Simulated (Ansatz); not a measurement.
**In$_{3}$As$_{3}$H (slab): density, localisation and related maps**

Input file:

```
crystal:
  lattice:
    - [4.3044884351, 0.0, 0.0]
    - [-2.1522442175, 3.7277963351, 0.0]
    - [0.0, 0.0, 26.9078502022]
  atoms:
    - { symbol: As, position: [0.0, 0.0, 0.3158929434] }
    - { symbol: In, position: [0.3333333333, 0.6666666667, 0.3485469836] }
    - { symbol: As, position: [0.3333333333, 0.6666666667, 0.4465091042] }
    - { symbol: In, position: [0.6666666667, 0.3333333333, 0.4769106312] }
    - { symbol: As, position: [0.6666666667, 0.3333333333, 0.5795009287] }
    - { symbol: In, position: [0.0, 0.0, 0.6075494784] }
    - { symbol: H, position: [0.0, 0.0, 0.6722146221] }
basis:
  ecutwfc: 420
kpoints:
  mp_grid: { grid: [9, 9, 1] }
hamiltonian:
  xc: pbesol
scf:
  occupations: { method: gaussian, width: 0.1 }
output:
  forces: true
  eigenvalues: true
  write_density: true
  write_potential: true
  elf: true
  volumetric_format: npy
relax:
  adjacent_minimum: "off"
  f_tol: 0.03
  max_steps: 70
  constraints: [{ sites: [0, 1, 2] }]
efield:
  axis: 3
  dipole_correction: true
  ramp_width: 0.04
```

Launched as:

```sh
ansatz run input.yaml --threads 2 --pin off --max-ram 5120MiB --backend cpu --events-out ev --progress --plain --runs-dir out
```

The fields are those of the run's last geometry, not of the input's.

Computed without spin polarisation.

Level of theory: Ansatz 0.2.0, DFT PBEsol, scalar-relativistic, plane waves, PAW.

The density is the valence pseudo-density of a PAW calculation; it isn't the true density close to the nuclei.

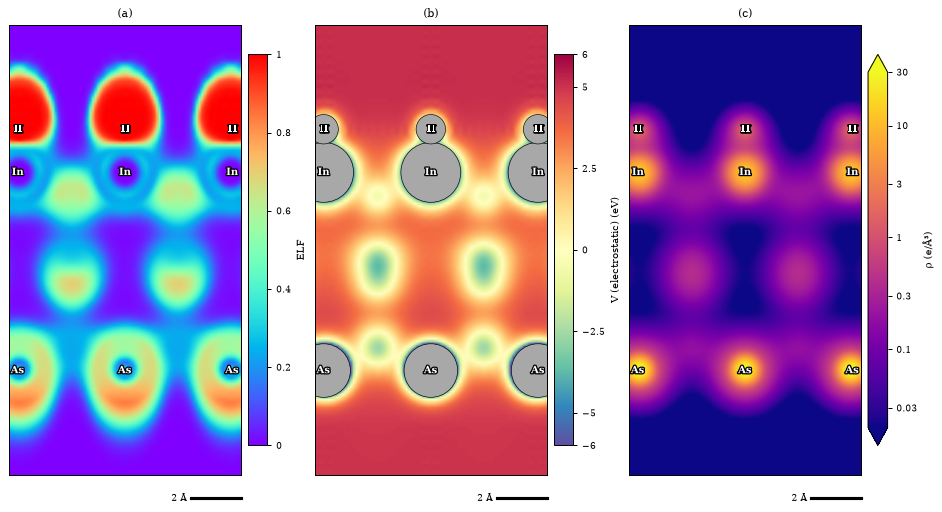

Figure 1. (a) electron localisation function; (b) electrostatic potential energy of an electron; (c) valence pseudo-density on the (010) plane of the calculation cell, a cut from vacuum to vacuum. Grey discs cover the atomic cores in the potential map.

Describe what can be read from this map.

Answer.
- Atoms in the plane: As, In and H.
- In–H (1.73 Å): ρ at the midpoint is about 1 e/Å³; the ELF climbs to about 1 towards the hydrogen.
- The density dies away to nearly zero in the vacuum.
- The ELF also peaks beside As, away from the bonds: lone-pair regions.
- Outside the cores the potential energy rises away from the atoms and is highest in the vacuum; its zero is arbitrary.

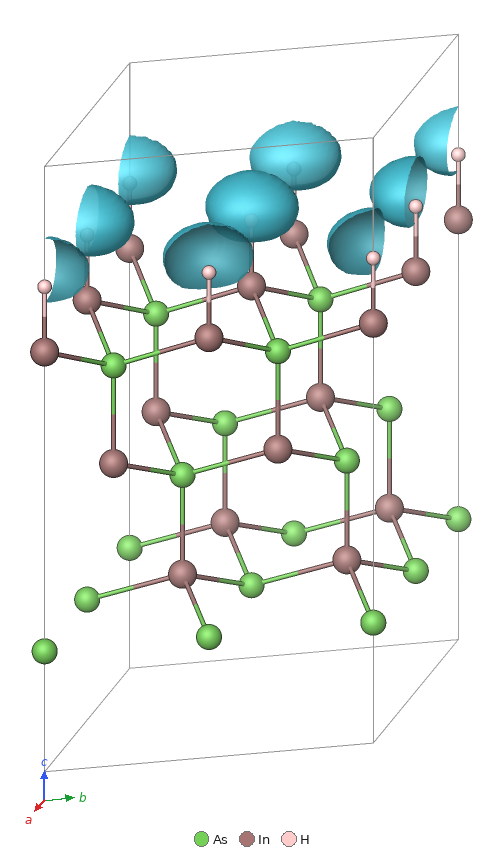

Figure 2. Isosurface of the electron localisation function at 0.9 (cyan), seen at an oblique angle. Core shells and regions of very low density are left out. Sticks mark near contacts.

Describe the localisation domains.

Answer. The surface consists of one region around a hydrogen nucleus, counted in one cell of 7 atoms. Counts are for one cell; the picture repeats the cell along the surface.


 In–As (2.60 Å): the ELF is about 0.55 at the midpoint.

Does the calculation make it a metal, or give it a gap?

Answer. It is gapless in this calculation (a metal or semimetal).
